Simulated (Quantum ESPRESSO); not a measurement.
# CoO: 7 runs along one coordinate

System: CoO (Fm-3m, 2 atoms in the cell).
Method: Kohn-Sham DFT of a periodic cell, PBE, SSSP 1.3 efficiency PBE, spin-polarised (Quantum ESPRESSO 7.5).

The 7 runs differ only in the geometry, by an even scaling of the cell at fixed fractional positions. The structure derives from an entry of the Crystallography Open Database.

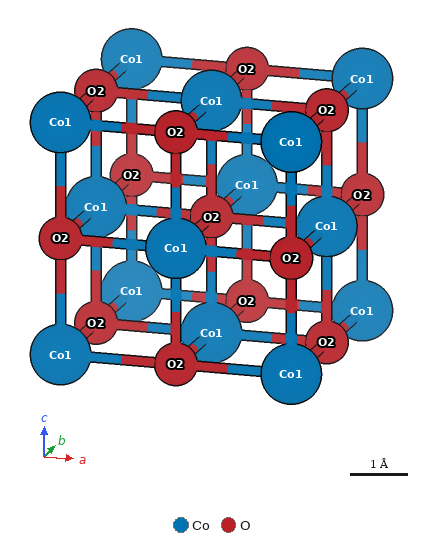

Figure 1. The structure of run 4 (ball-and-stick view of the cell 4 times as large as that of the calculation, set on its symmetry axes, seen slightly off an axis; atoms are numbered from 1 in the order of the input).

**Input of run 4**
```
&CONTROL
  calculation = 'scf'
  prefix = 'pwscf'
  outdir = './tmp'
  pseudo_dir = './pseudo'
  tprnfor = .true.
  tstress = .true.
  disk_io = 'nowf'
/
&SYSTEM
  ibrav = 0
  nat = 2
  ntyp = 2
  ecutwfc = 55
  ecutrho = 440
  nbnd = 21
  occupations = 'smearing'
  smearing = 'fd'
  degauss = 0.00367493
  nspin = 2
  starting_magnetization(1) = 0.1176
  starting_magnetization(2) = 0
/
&ELECTRONS
  conv_thr = 4d-10
  electron_maxstep = 120
  mixing_beta = 0.3
/
ATOMIC_SPECIES
Co    58.9332 Co_pbe_v1.2.uspp.F.UPF
O     15.9990 O.pbe-n-kjpaw_psl.0.1.UPF
CELL_PARAMETERS angstrom
   0.0000000000    2.1315000000    2.1315000000
   2.1315000000    0.0000000000    2.1315000000
   2.1315000000    2.1315000000    0.0000000000
ATOMIC_POSITIONS crystal
Co     0.0000000000    0.0000000000    0.0000000000
O      0.5000000000    0.5000000000    0.5000000000
K_POINTS automatic
11 11 11 0 0 0
```

Command:
```bash
OMP_NUM_THREADS=1 pw.x -in pw.in > pw.out
```

Run 2 differs from it as follows:
```diff
-   0.0000000000    2.1315000000    2.1315000000
-   2.1315000000    0.0000000000    2.1315000000
-   2.1315000000    2.1315000000    0.0000000000
+   0.0000000000    2.1026924146    2.1026924146
+   2.1026924146    0.0000000000    2.1026924146
+   2.1026924146    2.1026924146    0.0000000000
```

**Results, with one run withheld**

| run | volume per atom (Å³) | free energy per atom, from the lowest run given (meV) | pressure (GPa) |
| --- | --- | --- | --- |
| 1 | 9.103 | 14.99 | 9.91 |
| 2 | 9.297 | ? | ? |
| 3 | 9.490 | 0.28 | 1.79 |
| 4 | 9.684 | 0.00 | −1.88 |
| 5 | 9.878 | 4.01 | −5.26 |
| 6 | 10.071 | 11.91 | −8.34 |
| 7 | 10.265 | 23.35 | −11.11 |

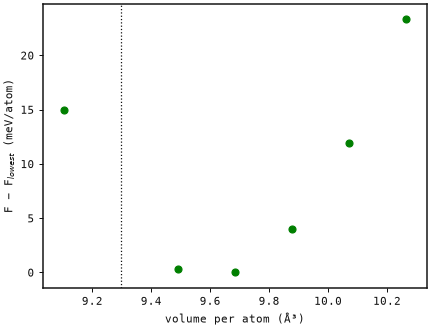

Figure 2. Free energy per atom of the runs given; the dotted line marks run 2.

Estimate the energy of run 2 from the others.

A cubic polynomial in V^(−2/3) (the Birch–Murnaghan form), fitted to the 6 runs given, misses them by at most 0.03 meV per atom. With x = V^(−2/3) − 0.21932 Å⁻², it reads F = 0.69026 − 1052.9 x + 2.5059e+05 x² − 4.3508e+05 x³ (meV per atom). At run 2 it gives 5.10 meV per atom, and the run itself gives 5.20. The slope of the fit gives a pressure −dF/dV of 6.03 GPa there, and the run prints 5.75 GPa. The two needn't agree exactly: the fit is approximate, and the printed stress is taken on a finite basis. The fit has its minimum at 9.597 Å³ per atom, where V d²F/dV² gives 180 GPa: the bulk modulus at this level, since symmetry fixes the shape and the positions.

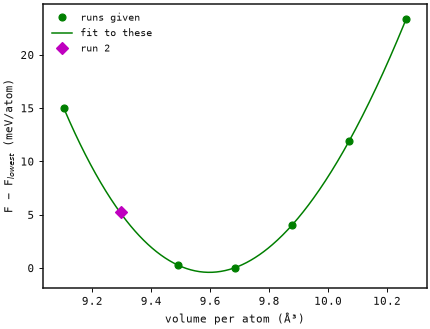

Figure 3. The fit and the withheld run.

**Some lines of the output (run 2)**
```
[...]
     total energy              =    -340.08623808 Ry
     total energy              =    -340.08628735 Ry
     total energy              =    -340.08624577 Ry
     total energy              =    -340.08633751 Ry
     total energy              =    -340.08634934 Ry
     total energy              =    -340.08635306 Ry
     total energy              =    -340.08635319 Ry
     total energy              =    -340.08635328 Ry
     total energy              =    -340.08635329 Ry
     the Fermi energy is    14.6709 ev
!    total energy              =    -340.08635329 Ry
     The total energy is F=E-TS. E is the sum of the following terms:
     Computing stress (Cartesian axis) and pressure
          total   stress  (Ry/bohr**3)                   (kbar)     P=       57.47
```
